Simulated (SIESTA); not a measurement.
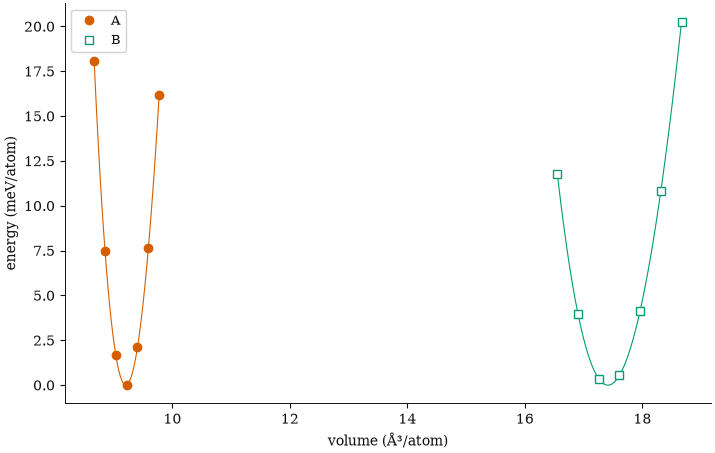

The figure compares two calculations of the energy against volume, each curve from its own zero. The first is for MgO, space group Fm-3m (No. 225).

The cell holds 2 atoms.

Computed with SIESTA 5.4.2: DFT in numerical atomic orbitals with pseudopotentials, no spin polarisation; energies at scaled volumes of the given cell, shape and fractions fixed, counted from the fit's minimum, third-order Birch-Murnaghan fit. Level: LDA.

k mesh 11×11×11; occupations Fermi–Dirac; smearing width 0.05 eV; potentials PseudoDojo 0.4 standard, converted to PSML, two zetas on semicore shells; program settings basis DZP, mesh cutoff 800 Ry.

In the second, O is replaced by S on all its sites, which gives MgS in the same structure. The second calculation uses k mesh 9×9×9.

> Which of A and B is the second calculation, and what did the change do?

B. The equilibrium volume rises from 9.21 to 17.41 Å³/atom (+89 %) and the bulk modulus falls from 165 to 81 GPa (−51 %).

For both, limits of the calculation: mulliken charges of long orbitals.

V0 and the bulk modulus come from third-order Birch–Murnaghan fits.
